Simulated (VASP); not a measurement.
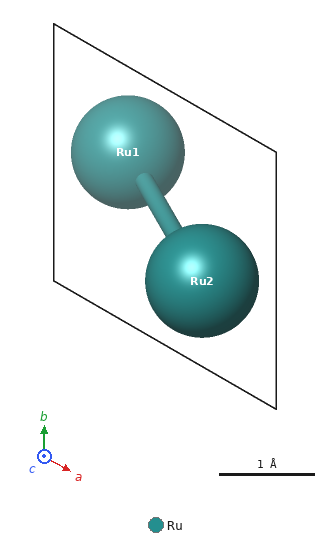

*The input geometry (ball-and-stick view of the cell of the calculation, along the c axis; atoms are numbered from 1 in the order of the input).*

Near neighbours in the crystal (not all of them lie inside the picture): Ru has 12 Ru at 2.65 to 2.71 Å.

Geometry relaxation, with input and output: Ru (part 1 of 2)

Ru (2 atoms in the cell), computed with Kohn-Sham DFT of a periodic cell, PBE, VASP PAW PBE potentials, recommended, no spin polarisation (VASP 6.6.1).

The structure derives from an entry of the Crystallography Open Database.

OSZICAR:
```
N       E                     dE             d eps       ncg     rms          rms(c)
DAV:   1     0.307730087379E+03    0.30773E+03   -0.19534E+04  4868   0.193E+03
DAV:   2    -0.124931582967E+02   -0.32022E+03   -0.31434E+03  5162   0.522E+02
DAV:   3    -0.197225934126E+02   -0.72294E+01   -0.69753E+01  5158   0.832E+01
DAV:   4    -0.198127117916E+02   -0.90118E-01   -0.89467E-01  5742   0.757E+00
DAV:   5    -0.198138655071E+02   -0.11537E-02   -0.11536E-02  5306   0.892E-01    0.178E+01
DAV:   6    -0.185616217405E+02    0.12522E+01   -0.34344E+00  4922   0.193E+01    0.469E+00
DAV:   7    -0.184761064115E+02    0.85515E-01   -0.26305E-01  4992   0.486E+00    0.112E+00
DAV:   8    -0.184675263028E+02    0.85801E-02   -0.71261E-03  5008   0.100E+00    0.102E-01
DAV:   9    -0.184676137425E+02   -0.87440E-04   -0.46745E-04  6460   0.225E-01    0.488E-02
DAV:  10    -0.184676251717E+02   -0.11429E-04   -0.16522E-05  5184   0.432E-02    0.664E-03
DAV:  11    -0.184676275588E+02   -0.23871E-05   -0.10996E-06  3090   0.112E-02    0.327E-03
DAV:  12    -0.184676269936E+02    0.56518E-06   -0.13045E-07  2480   0.359E-03
   1 F= -.18467627E+02 E0= -.18467157E+02  d E =-.184676E+02
       N       E                     dE             d eps       ncg     rms          rms(c)
DAV:   1    -0.197177262461E+02   -0.12501E+01   -0.27246E+01  4878   0.651E+01    0.788E+00
DAV:   2    -0.184351220331E+02    0.12826E+01   -0.39976E+00  4872   0.207E+01    0.187E+00
DAV:   3    -0.184213347307E+02    0.13787E-01   -0.15497E-01  4918   0.369E+00    0.787E-01
DAV:   4    -0.184306758858E+02   -0.93412E-02   -0.70296E-03  4950   0.819E-01    0.287E-01
DAV:   5    -0.184325978725E+02   -0.19220E-02   -0.19467E-03  5524   0.332E-01    0.708E-02
DAV:   6    -0.184325968281E+02    0.10445E-05   -0.83664E-05  5716   0.773E-02    0.155E-02
DAV:   7    -0.184325893427E+02    0.74854E-05   -0.48812E-06  4952   0.142E-02    0.589E-03
DAV:   8    -0.184325882034E+02    0.11393E-05   -0.24087E-07  2510   0.380E-03    0.190E-03
DAV:   9    -0.184325878551E+02    0.34822E-06   -0.96523E-08  2458   0.293E-03
   2 F= -.18432588E+02 E0= -.18432176E+02  d E =0.350391E-01
       N       E                     dE             d eps       ncg     rms          rms(c)
DAV:   1    -0.191652002364E+02   -0.73261E+00   -0.14730E+01  4878   0.466E+01    0.751E+00
DAV:   2    -0.184814605723E+02    0.68374E+00   -0.20808E+00  4876   0.152E+01    0.112E+00
DAV:   3    -0.184662024205E+02    0.15258E-01   -0.10439E-01  4938   0.307E+00    0.852E-01
DAV:   4    -0.184718421790E+02   -0.56398E-02   -0.50361E-03  4962   0.661E-01    0.184E-01
DAV:   5    -0.184724165941E+02   -0.57442E-03   -0.62412E-04  5820   0.180E-01    0.496E-02
DAV:   6    -0.184723843129E+02    0.32281E-04   -0.32286E-05  5148   0.447E-02    0.660E-03
DAV:   7    -0.184723859683E+02   -0.16554E-05   -0.34339E-06  4566   0.144E-02    0.400E-03
DAV:   8    -0.184723861483E+02   -0.18002E-06   -0.15530E-07  2554   0.303E-03
   3 F= -.18472386E+02 E0= -.18471930E+02  d E =-.475915E-02
       N       E                     dE             d eps       ncg     rms          rms(c)
DAV:   1    -0.184724197383E+02   -0.33770E-04   -0.70540E-04  4882   0.328E-01    0.469E-02
DAV:   2    -0.184723863707E+02    0.33368E-04   -0.97020E-05  4882   0.104E-01    0.765E-03
DAV:   3    -0.184723862871E+02    0.83572E-07   -0.49163E-06  4840   0.211E-02
   4 F= -.18472386E+02 E0= -.18471930E+02  d E =-.475929E-02
```

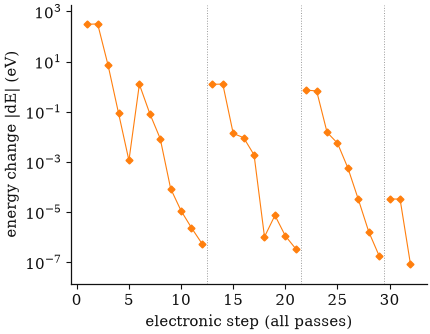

*Convergence of the self-consistent field: energy change |dE| against the electronic step. Each stretch between dotted lines is the SCF of one geometry step of a relaxation.*

The 4 ionic steps take 3 to 12 electronic steps each. The density is held fixed in the first few steps, and dE rises again when its update begins.

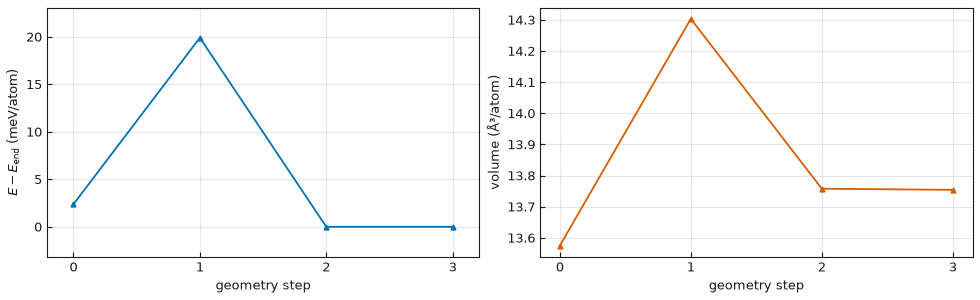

*Progress of the relaxation, step by step (steps are counted from 0).*

The energy falls by 2.4 meV per atom in 3 geometry steps. All forces vanish by symmetry, so only the cell relaxes. No atom moves by more than 0.005 Å relative to the cell. 

Parts of OUTCAR:
```
EDIFF = 1E-6
   EDIFFG = -0.01
   ENCUT = 600
   GGA = PE
   IBRION = 2
   ISIF = 3
   ISMEAR = 1
   LASPH = True
   LREAL = False
   NELM = 80
   NSW = 90
   PREC = Accurate

 ion  position               nearest neighbor table
   1  0.333  0.667  0.250-   2 2.65   2 2.65   2 2.65   2 2.65   2 2.65   2 2.65
   2  0.667  0.333  0.750-   1 2.65   1 2.65   1 2.65   1 2.65   1 2.65   1 2.65

  LATTYP: Found a hexagonal cell.
 ALAT       =     2.7058000000
 C/A-ratio  =     1.5824894671

  Lattice vectors:

 A1 = (   2.7058000000,   0.0000000000,   0.0000000000)
 A2 = (  -1.3529000000,   2.3432915376,   0.0000000000)
 A3 = (   0.0000000000,   0.0000000000,   4.2819000000)

Analysis of symmetry for initial positions (statically):
=====================================================================
 Subroutine PRICEL returns:
 Original cell was already a primitive cell.

 Routine SETGRP: Setting up the symmetry group for a
 hexagonal supercell.

 Subroutine GETGRP returns: Found 24 space group operations
 (whereof 12 operations were pure point group operations)
 out of a pool of 24 trial point group operations.

The static configuration has the point symmetry D_3d.
 The point group associated with its full space group is D_6h.

Analysis of symmetry for dynamics (positions and initial velocities):
=====================================================================
 Subroutine PRICEL returns:
 Original cell was already a primitive cell.

 Routine SETGRP: Setting up the symmetry group for a
 hexagonal supercell.

 Subroutine GETGRP returns: Found 24 space group operations
 (whereof 12 operations were pure point group operations)
 out of a pool of 24 trial point group operations.

The dynamic configuration has the point symmetry D_3d.
 The point group associated with its full space group is D_6h.

 Subroutine INISYM returns: Found 24 space group operations
 (whereof 12 operations are pure point group operations),
 and found     1 'primitive' translations

----------------------------------------------------------------------------------------

                                     Primitive cell

  volume of cell :      27.1493

  direct lattice vectors                    reciprocal lattice vectors
     2.705800000  0.000000000  0.000000000     0.369576465  0.213375072  0.000000000
    -1.352900000  2.343291538  0.000000000     0.000000000  0.426750144  0.000000000
     0.000000000  0.000000000  4.281900000     0.000000000  0.000000000  0.233541185

  length of vectors
     2.705800000  2.705800000  4.281900000     0.426750144  0.426750144  0.233541185

  position of ions in fractional coordinates (direct lattice)
     0.333333333  0.666666667  0.250000000
     0.666666667  0.333333333  0.750000000

  ion indices of the primitive-cell ions
   primitive index   ion index
                 1           1
                 2           2

----------------------------------------------------------------------------------------

 KPOINTS: k-points

Automatic generation of k-mesh.
 Grid dimensions read from file:
 generate k-points for:   15   15    9

 Generating k-lattice:

  Cartesian coordinates                     Fractional coordinates (reciprocal lattice)
     0.024638431  0.014225005  0.000000000     0.066666667  0.000000000  0.000000000
     0.000000000  0.028450010  0.000000000     0.000000000  0.066666667  0.000000000
     0.000000000  0.000000000  0.025949021     0.000000000  0.000000000  0.111111111

  Length of vectors
     0.028450010  0.028450010  0.025949021

  Shift w.r.t. Gamma in fractional coordinates (k-lattice)
     0.000000000  0.000000000  0.000000000

 Subroutine IBZKPT returns following result:
 ===========================================

 Found    135 irreducible k-points:

 Following reciprocal coordinates:
            Coordinates               Weight
  0.000000  0.000000  0.000000      1.000000
  0.066667  0.000000  0.000000      6.000000
  0.133333  0.000000  0.000000      6.000000
  0.200000  0.000000  0.000000      6.000000
  0.266667  0.000000  0.000000      6.000000
  0.333333  0.000000  0.000000      6.000000
  0.400000  0.000000  0.000000      6.000000
  0.466667  0.000000  0.000000      6.000000
  0.066667  0.066667  0.000000      6.000000
  0.133333  0.066667  0.000000     12.000000
  0.200000  0.066667  0.000000     12.000000
  0.266667  0.066667  0.000000     12.000000
  0.333333  0.066667  0.000000     12.000000
  0.400000  0.066667  0.000000     12.000000
  0.466667  0.066667  0.000000      6.000000
  0.133333  0.133333  0.000000      6.000000
  0.200000  0.133333  0.000000     12.000000
  0.266667  0.133333  0.000000     12.000000
  0.333333  0.133333  0.000000     12.000000
  0.400000  0.133333  0.000000     12.000000
  0.200000  0.200000  0.000000      6.000000
  0.266667  0.200000  0.000000     12.000000
  0.333333  0.200000  0.000000     12.000000
  0.400000  0.200000  0.000000      6.000000
 [... further k-points ...]
   k-points           NKPTS =    135   k-points in BZ     NKDIM =    135   number of bands    NBANDS=     18
   number of dos      NEDOS =    301   number of ions     NIONS =      2
   total plane-waves  NPLWV =  20736
   dimension x,y,z NGX =    24 NGY =   24 NGZ =   36
   dimension x,y,z NGXF=    48 NGYF=   48 NGZF=   72
   ions per type =               2
   NGX,Y,Z   is equivalent  to a cutoff of  14.75, 14.75, 13.98 a.u.
   NGXF,Y,Z  is equivalent  to a cutoff of  29.49, 29.49, 27.95 a.u.
 SYSTEM =  unknown system
   PREC   = accura    normal or accurate (medium, high low for compatibility)
   ISTART =      0    job   : 0-new  1-cont  2-samecut
   ICHARG =      2    charge: 1-file 2-atom 10-const
   ISPIN  =      1    spin polarized calculation?
   LNONCOLLINEAR =      F non collinear calculations
   LSORBIT =      F    spin-orbit coupling
   LASPH  =      T    aspherical Exc in radial PAW
   ENCUT  =  600.0 eV  44.10 Ry    6.64 a.u.   5.40  5.40  8.55*2*pi/ulx,y,z
   NELM   =     80;   NELMIN=  2; NELMDL= -5     # of ELM steps
   EDIFF  = 0.1E-05   stopping-criterion for ELM
   LREAL  =      F    real-space projection
   EDIFFG = -.1E-01   stopping-criterion for IOM
   NSW    =     90    number of steps for IOM
   IBRION =      2    ionic relax: 0-MD 1-quasi-New 2-CG
   NFREE  =      1    steps in history (QN), initial steepest desc. (CG)
   ISIF   =      3    stress and relaxation
   ISYM   =      2    0-nonsym 1-usesym 2-fastsym
   POTIM  = 0.5000    time-step for ionic-motion
   TEBEG  =    0.0;   TEEND  =   0.0 temperature during run
   PSTRESS=    0.0 pullay stress
   NELECT =      28.0000    total number of electrons
   NUPDOWN=      -1.0000    fix difference up-down
   EMIN   =  10.00;   EMAX   =-10.00  energy-range for DOS
   EFERMI =   0.00;   METHOD = LEGACY
   ISMEAR =     1;   SIGMA  =   0.10  broadening in eV -4-tet -1-fermi 0-gaus
   EFERMI_NEDOS =   21; number of points for ismear=-14 and -15
   IALGO  =     38    algorithm
   IMIX   =      4    mixing-type and parameters
     AMIX     =   0.40;   BMIX     =  1.00
     AMIX_MAG =   1.60;   BMIX_MAG =  1.00
  volume/ion in A,a.u.               =      13.57        91.61
  Fermi-wavevector in a.u.,A,eV,Ry     =   1.654022  3.125649 37.222674  2.735789
  Thomas-Fermi vector in A             =   2.742361
   LORBIT       =      0    0 simple, 1 ext, 2 COOP (PROOUT), +10 PAW based schemes
   GGA     = PE    functional components
   LHFCALC =     F    Hartree Fock is set to
   AEXX    =    0.0000 exact exchange contribution
   IVDW    =     0    specifies the selected vdW correction
   LEPSILON=     F    determine dielectric tensor
   LRPA    =     F    only Hartree local field effects (RPA)
 conjugate gradient relaxation of ions
 non-spin polarized calculation
 Methfessel and Paxton  Order N= 1 SIGMA  =   0.10
  energy-cutoff  :      600.00
  volume of cell :       27.15
 maximum number of plane-waves:       935
 NGX is ok and might be reduce to    24
   NGX = 11   NGY = 11   NGZ = 17

--------------------------------------- Ionic step        1  -------------------------------------------

 number of electron      28.0000002 magnetization

 Free energy of the ion-electron system (eV)
  ---------------------------------------------------
  ext. energy  EPLUGINS =         0.00000000
  ---------------------------------------------------
  free energy    TOTEN  =       -18.46762699 eV

  energy without entropy =      -18.46621697  energy(sigma->0) =      -18.46715699

------------------------ aborting loop because EDIFF is reached ----------------------------------------

  FORCE on cell =-STRESS in cart. coord.  units (eV):
  Direction    XX          YY          ZZ          XY          YZ          ZX
  --------------------------------------------------------------------------------------
  -------------------------------------------------------------------------------------
  Total        0.7186739      0.7186739      0.7494484     -0.0000000     -0.0000000      0.0000000
  in kB       42.4115250     42.4115250     44.2276395     -0.0000000     -0.0000000      0.0000000
  external PRESSURE =      43.0168965 kB  Pullay stress =       0.0000000 kB

 VOLUME and BASIS-vectors are now :
 -----------------------------------------------------------------------------
  energy-cutoff  :      600.00
  volume of cell :       27.15
      direct lattice vectors                 reciprocal lattice vectors
     2.705800000  0.000000000  0.000000000     0.369576465  0.213375072  0.000000000
    -1.352900000  2.343291538  0.000000000     0.000000000  0.426750144  0.000000000
     0.000000000  0.000000000  4.281900000     0.000000000  0.000000000  0.233541185

 POSITION                                       TOTAL-FORCE (eV/Angst)
 -----------------------------------------------------------------------------------
     -0.00000      1.56219      1.07048         0.000000      0.000000      0.000000
      1.35290      0.78110      3.21143        -0.000000      0.000000      0.000000
```
